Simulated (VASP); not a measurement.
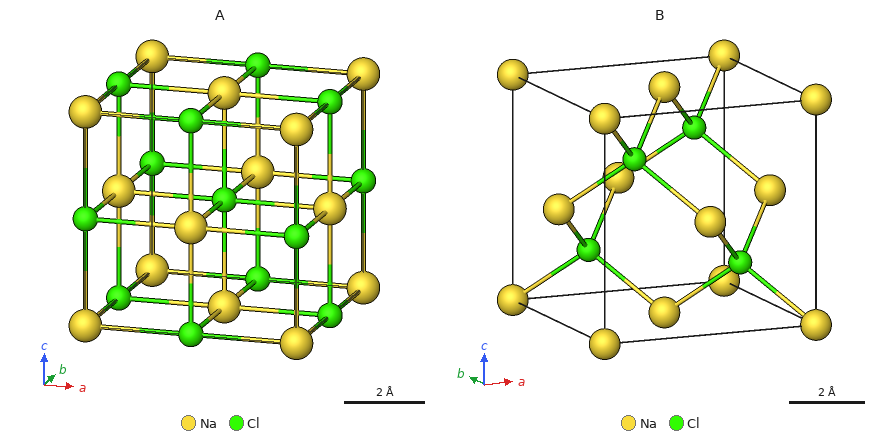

Two structures of NaCl, each relaxed to rest (conventional cells in solid outline, small ones repeated, not to one scale). Method: VASP, DFT, PBEsol, plane waves, PAW.

State the structure in each panel.

A: rock salt (NaCl type), Fm-3m. B: zinc blende (sphalerite type), F-43m.

Which polymorph is favoured?

A is lower, by 97 meV/atom at this level of theory (energies at zero smearing). Volumes: A 22.0, B 29.4 Å³/atom.

One or both may be structure types tried for this composition rather than known phases.
